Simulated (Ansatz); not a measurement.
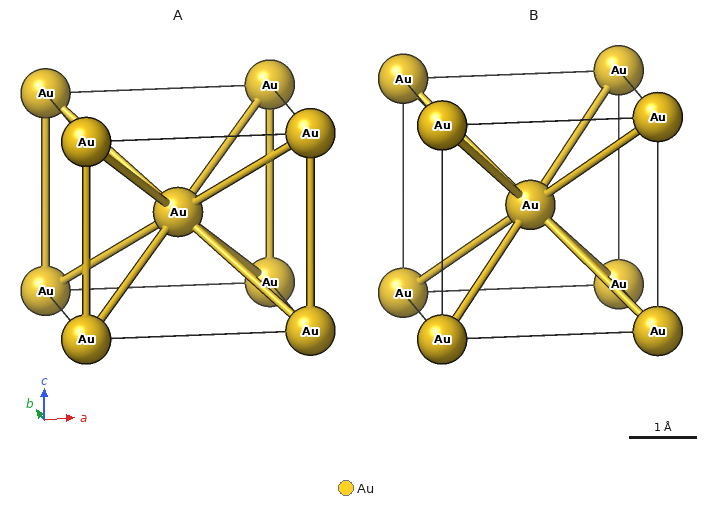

Two geometries of a crystal of Au (set up in Im-3m): one is the relaxed structure, the other was perturbed away from it. Style: ball-and-stick. Shown: the cell of the calculation, slightly off an axis.

Theory: DFT r2SCAN, scalar-relativistic, plane waves, PAW in Ansatz. Set-up: plane-wave cutoff 500 eV; k-point mesh 16 × 16 × 16; occupations gaussian; smearing width 0.1 eV; no spin polarisation.

Q: Which one is perturbed?

A: Structure A is the perturbed one. Biaxial strain in the a–b plane, +4.0 %, is applied. The c axis and the atoms are relaxed. Energy change: −3.7 meV per atom. The pressure goes from 0.3 to 0.7 GPa. The principal stresses (compression positive) are 0.0 GPa along c and 1.1 GPa across it. The drawn cell changes as follows: a = b 3.275 → 3.406 Å (+4.0 %), c 3.275 → 3.023 Å (−7.7 %); the volume changes by −0.2 %. The atoms keep their places relative to the cell (all moves are under 0.005 Å). Some distances before and after: Au–Au 3.275 → 3.023 Å, Au–Au 2.837 → 2.844 Å. The space group (tolerance 0.01 Å) goes from Im-3m (No. 229) to I4/mmm (No. 139).
